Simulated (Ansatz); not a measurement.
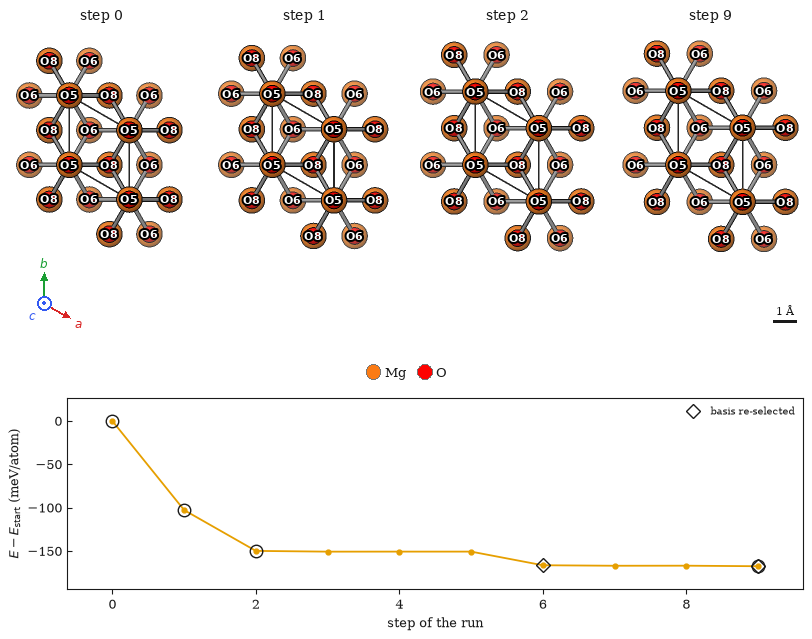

Frames of a relaxation of solid MgO (built on the 4H polytype type), marked on the history of the run. The picture is a ball-and-stick view of the cell of the calculation, seen along the c axis.

All numbers below come from DFT, PBE, plane waves, PAW (Ansatz 0.2.0). (plane-wave cutoff 420 eV; k-point mesh 12 × 12 × 2; occupations fermi dirac; smearing width 0.02 eV; no spin polarisation; cell and atoms relaxed; force threshold 0.005 eV/Å)

**What happens along the run?**

The largest moves relative to the cell, 0.022 Å, are those of Mg atoms. Largest moves by element: Mg 0.022 Å, O 0.017 Å. Cell: a = b 3.067 → 3.280 Å (+6.9 %), c 10.018 → 10.512 Å (+4.9 %). Volume +20.0 %. Near-neighbour distances that change, for instance: Mg–O 1.878 → 2.009 Å. The space group stays P6_3mc (No. 186). After 7 accepted moves (9 points after the start) the energy has fallen by 167 meV per atom. The largest force component goes from 0.22 to 0.0022 eV/Å. The pressure goes from 30.27 to 0.01 GPa. At 2 points the geometry stayed and the basis and grid were re-selected for the new cell (energy shift of 15.7 meV per atom at most each time). From step 0 to 1: volume +7.2 %, energy −103 meV per atom. From step 1 to 2: volume +8.4 %, energy −47.1 meV per atom. From step 2 to 9: volume +3.2 %, energy −17.7 meV per atom.
